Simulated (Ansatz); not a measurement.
```yaml
crystal:
  lattice:
    - [6.96077, 0.00000, 0.00000]
    - [-3.48039, 6.02820, 0.00000]
    - [0.00000, 0.00000, 23.24827]
  atoms:
    - { symbol: Se, position: [0.33333, 0.16667, 0.34411] }
    - { symbol: Se, position: [0.33333, 0.66667, 0.34411] }
    - { symbol: Se, position: [0.83333, 0.16667, 0.34411] }
    - { symbol: Se, position: [0.83333, 0.66667, 0.34411] }
    - { symbol: Ti, position: [0.99992, 0.99966, 0.41126] }
    - { symbol: Ti, position: [0.99967, 0.50117, 0.41154] }
    - { symbol: Ti, position: [0.50290, 0.00056, 0.41127] }
    - { symbol: Ti, position: [0.49796, 0.49837, 0.41167] }
    - { symbol: Se, position: [0.16737, 0.33290, 0.47869] }
    - { symbol: Se, position: [0.16556, 0.83239, 0.47876] }
    - { symbol: Se, position: [0.66707, 0.33303, 0.47888] }
    - { symbol: Se, position: [0.66712, 0.83614, 0.47854] }
```

Computed without spin polarisation.

Level of theory: DFT PBE+D3(BJ), scalar-relativistic, plane waves, PAW (Ansatz 0.2.0).

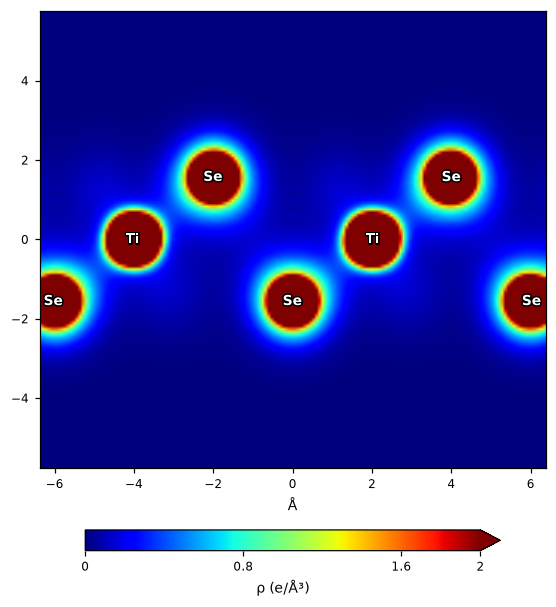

TiSe2 (slab). Valence electron density on the (110) plane of the calculation cell, a cut from vacuum to vacuum.

Core electrons are frozen (PAW), and the valence fields are smoothed inside the atomic spheres.

What do the fields say about this system?

Answer. Atoms in the plane: Se and Ti. Ti–Se (2.52 Å): ρ is about 0.44 e/Å³ halfway. Ti–Se (2.54 Å): the density is about 0.43 e/Å³ at the midpoint. The density dies away to nearly zero in the vacuum.
